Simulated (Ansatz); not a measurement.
The structure in question:

Space group Im-3m (No. 229). a = 3.121 Å, b = 3.121 Å, c = 3.121 Å, α = 90.00°, β = 90.00°, γ = 90.00°
```
atom  site  symmetry       x       y       z
  Pt    2a      m-3m  0.0000  0.0000  0.0000
```

**Summarise the structure in words.**

The element is platinum. It belongs to space group Im-3m (No. 229) and has a body-centred cubic lattice. Type of structure: body-centred cubic (W type). The cell holds two atoms. The coordination shell of Pt holds eight Pt in a cubic arrangement at 2.70 Å. The bonds build a three-dimensional framework.

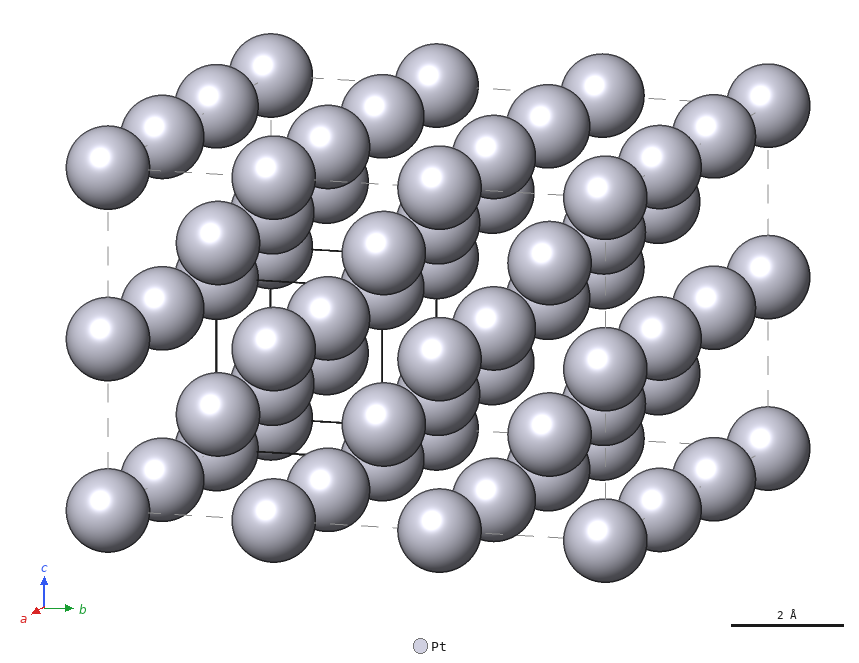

The figure gives a spheres-only picture of the atoms, viewed slightly off an axis. One conventional unit cell is drawn solid; the view covers 3×3×2 cells.

It goes back to a structure listed in the Materials Project. Earlier steps of the study may have refined or changed the cell and positions. It was run through Ansatz as a DFT input.
